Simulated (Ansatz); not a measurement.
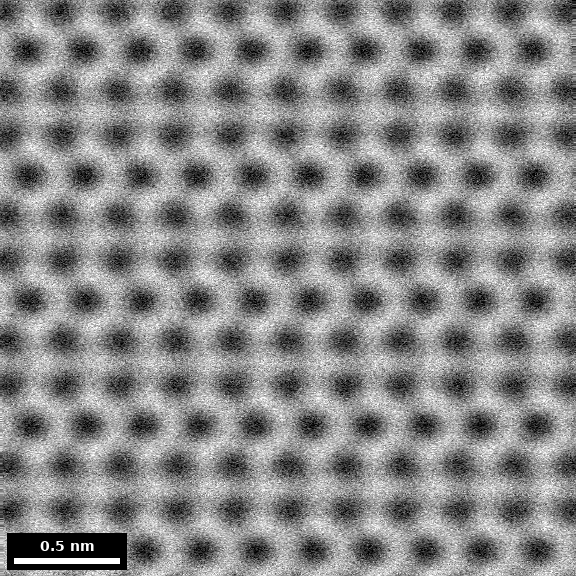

HRTEM-like image of Te (P3_121, No. 152). Simulated in the weak-phase-object approximation with neutral-atom potentials: 300 kV, Cs = 0.60 mm, defocus −412 Å (negative is underfocus), defocus spread 30 Å, aperture 0.58 1/Å. Shot noise and a slight drift were added. Model: the geometry given to an electronic-structure calculation, possibly off equilibrium.

Space group P3_121 (No. 152). a = 5.312 Å, b = 5.312 Å, c = 5.904 Å, α = 90.00°, β = 90.00°, γ = 120.00°
```json
{"atom": "Te", "site": "3a", "symmetry": ".2.", "x": "0.2205", "y": "0.0000", "z": "0.3333"}
```

> Along which zone axis is the crystal seen: [211], [001], [210] or [100]? (Directions equivalent by symmetry count as one.)

[210]. The projected cells are 3.64 × 3.64 Å, 94° for [211]; 5.31 × 5.31 Å, 120° for [001]; 2.66 × 5.90 Å, 90° for [210]; 4.60 × 5.90 Å, 90° for [100], and the image repeats as the [210] one does.
